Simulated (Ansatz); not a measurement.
**PtSe: density, localisation and related maps**

Input

```
crystal:
  lattice:
    - [0.0, 2.79841113, 2.79841113]
    - [2.79841113, 0.0, 2.79841113]
    - [2.79841113, 2.79841113, 0.0]
  atoms:
    - { symbol: Pt, position: [0.5, 0.5, 0.5] }
    - { symbol: Se, position: [0.0, 0.0, 0.0] }
hamiltonian:
  xc: hf
  pseudopotentials: { kind: paw }
kpoints:
  mp_grid: { grid: [4, 4, 4] }
scf:
  occupations: { method: fermi_dirac, width: 0.05 }
output:
  forces: true
  stress: true
  eigenvalues: true
  write_density: true
  write_potential: true
  elf: true
  volumetric_format: npy
relax:
  f_tol: 0.01
  max_steps: 40
  cell: { stress_tol: 0.05 }
```

Command:

```sh
ansatz run input.yaml --threads 2 --pin off --max-ram 5632MiB --backend cpu --events-out ev --progress --plain --runs-dir out
```

Below, planes, directions and counts refer to the conventional cell (a = 5.39 Å, b = 5.39 Å, c = 5.39 Å, α = 90.00°, β = 90.00°, γ = 90.00°).

The fields are those of the run's last geometry, not of the input's.

Space group Fm-3m; a generated structure, not necessarily the stable one; built by placing these elements on a known structure type.

The calculation used Kohn-Sham DFT of a periodic cell, HF, Ansatz PAW (Ansatz).

Core electrons are frozen (PAW), and the valence fields are smoothed inside the atomic spheres.

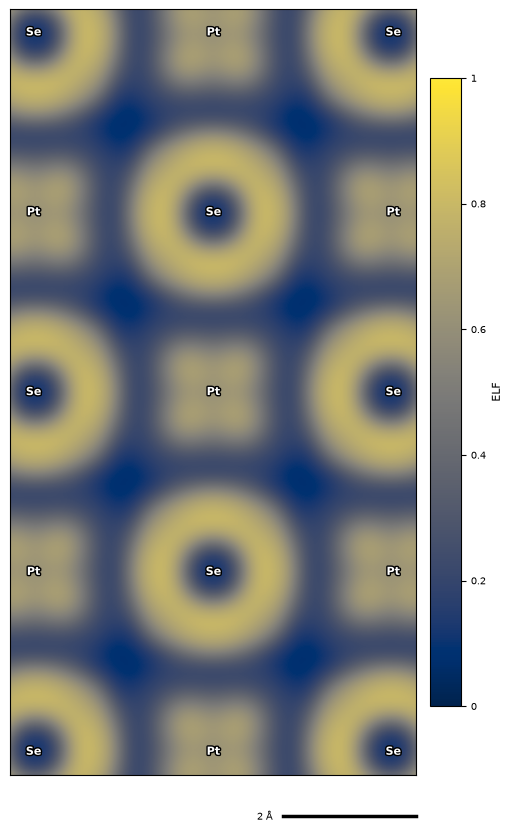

Figure 1. Electron localisation function on the (001) plane of the conventional cell.

**What does the map show?**

The plane passes through Pt and Se nuclei.
Pt–Se (2.70 Å): the ELF is about 0.35 at the midpoint and 0.25 at its lowest between the atoms.
The features right at Pt lie inside the PAW spheres, where the map follows smoothed inner orbitals and isn't to be read closely.

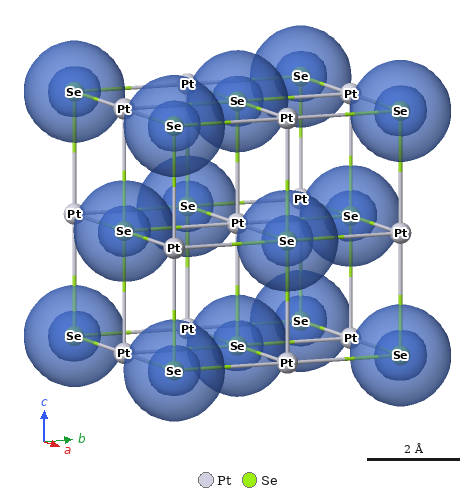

Figure 2. Isosurface of the electron localisation function at 0.65 (blue), seen slightly off an axis. Core shells and regions of very low density are left out. Sticks mark near contacts.

**Where are the electrons localised?**

At this value the surface marks out four regions wrapped around Se (the valence shell of each), counted in one cell of 8 atoms. Regions shared between cells count once.

**Does the calculation give a band gap?**

It is metallic or semimetallic at this level of theory: no gap opens; semilocal functionals without U, or without the true magnetic order, often close the gap of such compounds.
